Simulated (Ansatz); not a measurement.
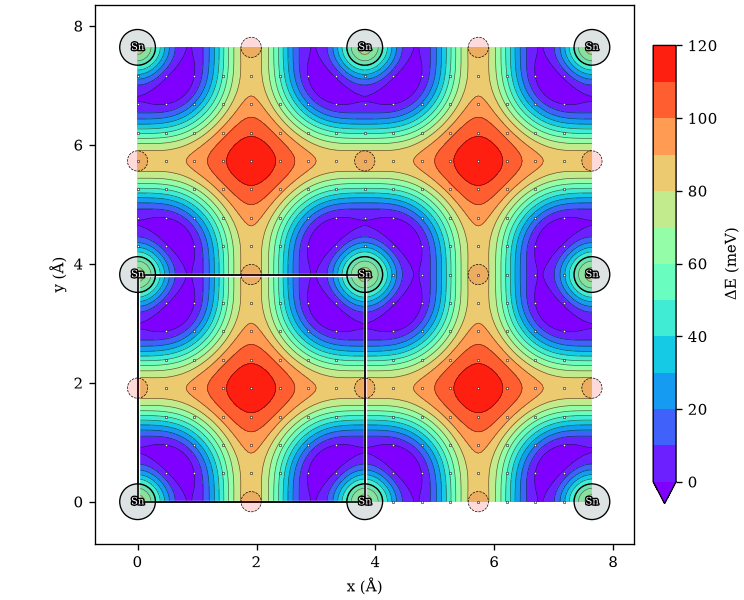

H on a two-dimensional sheet of SnO (4 atoms of substrate and one adsorbate in a 1 × 1 cell). H is moved over the surface cell at a fixed height above a rigid substrate; the origin of the map has the adsorbate above Sn4; the height is held at 2.20 Å. Places are given modulo a cell vector. The map is drawn in real space over the plane of the surface. The grid has 8 × 8 points; 15 points were computed and 49 follow by symmetry. Energies are in meV, from the lowest grid point. With one adsorbate in each 1 × 1 cell, its nearest image is 3.8 Å away, so neighbouring adsorbates interact. At a fixed height the lowest place need not be the adsorption site. Theory: DFT PBE+D3(BJ), scalar-relativistic, plane waves, PAW (Ansatz). Settings: cutoff 420 eV, k-mesh 7×7×1, gaussian smearing 0.05 eV, spin-polarised.

The picture shows filled contours, dots at the grid points, labelled circles for the atoms of the top layer and small ones for the second layer, the outline of one cell of the 2 × 2 shown. Between grid points the surface is interpolated.

The lowest grid point is at (1/8, 2/8) of the cell vectors [nearest 1 Sn at 2.45 Å]. The same energy is found at (1/8, 6/8) of the cell vectors [nearest 1 Sn at 2.45 Å]; (6/8, 1/8) of the cell vectors [nearest 1 Sn at 2.45 Å]; (6/8, 7/8) of the cell vectors [nearest 1 Sn at 2.45 Å]. The highest grid point, a fourfold hollow over a third-layer Sn atom, (4/8, 4/8) of the cell vectors, lies 116 meV above the lowest. At the lowest point the adsorbate has 1 Sn at 2.45 Å as nearest neighbours, at the highest 4 Sn at 3.48 Å.

The scan is repeated with another setting: the height is held at 2.50 Å; all else is set up alike.

What will the new map look like?

Answer. The minimum (interpolated where it lies between grid points) moves from (1/8, 2/8) of the cell vectors [nearest 1 Sn at 2.45 Å] to about (0.16, 0.16) of the cell vectors. The span from the lowest to the highest grid point shrinks from 116 to 42 meV. In the new map: at the lowest point the adsorbate has 1 Sn at 2.59 Å as nearest neighbours, at the highest 4 Sn at 3.68 Å.

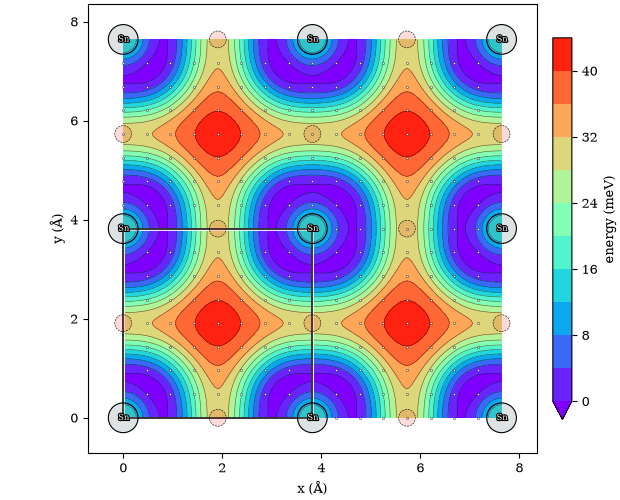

The map after the change, on a colour scale of its own. Drawn: filled contours, dots at the grid points, labelled circles for the atoms of the top layer and small ones for the second layer, the outline of one cell of the 2 × 2 shown. Between grid points the surface is interpolated.

PAW datasets: the set soft_1.
